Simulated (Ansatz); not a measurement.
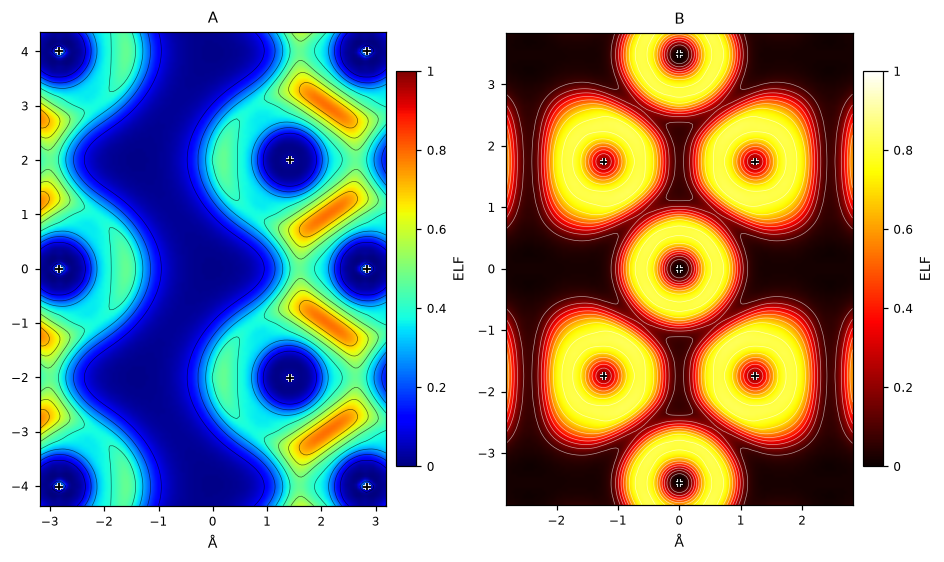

The electron localisation function of 2 systems, each on a plane through atoms (crosses mark nuclei in the plane).

All numbers below come from DFT r2SCAN, scalar-relativistic, plane waves, PAW (Ansatz).

System 1: ZrO₂, the (101) plane of the conventional cell. Space group Fm-3m; a structure from a database of computed crystals, not necessarily the ambient phase; changed on purpose from its base cell (equal strain along all axes, cell held, atoms relaxed: -3.0 %); computed pressure about 28 GPa in this cell.

```cif
data_structure
_symmetry_space_group_name_H-M 'P 1'
_symmetry_Int_Tables_number 1
_cell_length_a 4.9365
_cell_length_b 4.9365
_cell_length_c 4.9365
_cell_angle_alpha 90.000
_cell_angle_beta 90.000
_cell_angle_gamma 90.000
_cell_volume 120.30
loop_
_atom_site_label
_atom_site_type_symbol
_atom_site_fract_x
_atom_site_fract_y
_atom_site_fract_z
_atom_site_occupancy
Zr1 Zr 0.00000 0.00000 0.00000 1
Zr2 Zr 0.50000 0.50000 0.00000 1
Zr3 Zr 0.50000 0.00000 0.50000 1
Zr4 Zr 0.00000 0.50000 0.50000 1
O1 O 0.75000 0.25000 0.75000 1
O2 O 0.25000 0.75000 0.75000 1
O3 O 0.25000 0.25000 0.75000 1
O4 O 0.75000 0.75000 0.75000 1
O5 O 0.25000 0.25000 0.25000 1
O6 O 0.75000 0.75000 0.25000 1
O7 O 0.75000 0.25000 0.25000 1
O8 O 0.25000 0.75000 0.25000 1
```

System 2: Ge, the (101) plane of the conventional cell. Space group Fd-3m; a structure from a database of computed crystals, not necessarily the ambient phase.

```cif
data_structure
_symmetry_space_group_name_H-M 'P 1'
_symmetry_Int_Tables_number 1
_cell_length_a 5.6749
_cell_length_b 5.6749
_cell_length_c 5.6749
_cell_angle_alpha 90.000
_cell_angle_beta 90.000
_cell_angle_gamma 90.000
_cell_volume 182.75
loop_
_atom_site_label
_atom_site_type_symbol
_atom_site_fract_x
_atom_site_fract_y
_atom_site_fract_z
_atom_site_occupancy
Ge1 Ge 0.50000 0.00000 0.00000 1
Ge2 Ge 0.00000 0.50000 0.00000 1
Ge3 Ge 0.00000 0.00000 0.50000 1
Ge4 Ge 0.50000 0.50000 0.50000 1
Ge5 Ge 0.75000 0.25000 0.25000 1
Ge6 Ge 0.25000 0.75000 0.25000 1
Ge7 Ge 0.25000 0.25000 0.75000 1
Ge8 Ge 0.75000 0.75000 0.75000 1
```

Match each panel to its system.

Panel A is system 2, Ge: the plane holds Ge. Ge–Ge (2.46 Å): the ELF peaks at about 0.80 between the atoms: a shared electron pair. Panel B is system 1, ZrO₂: the plane holds Zr and O. Zr–O (2.14 Å): the ELF peaks at about 0.85 in the valence shell of O, 0.6 Å from its nucleus, and drops to about 0.20 between the two atoms: no localised pair shows between them.
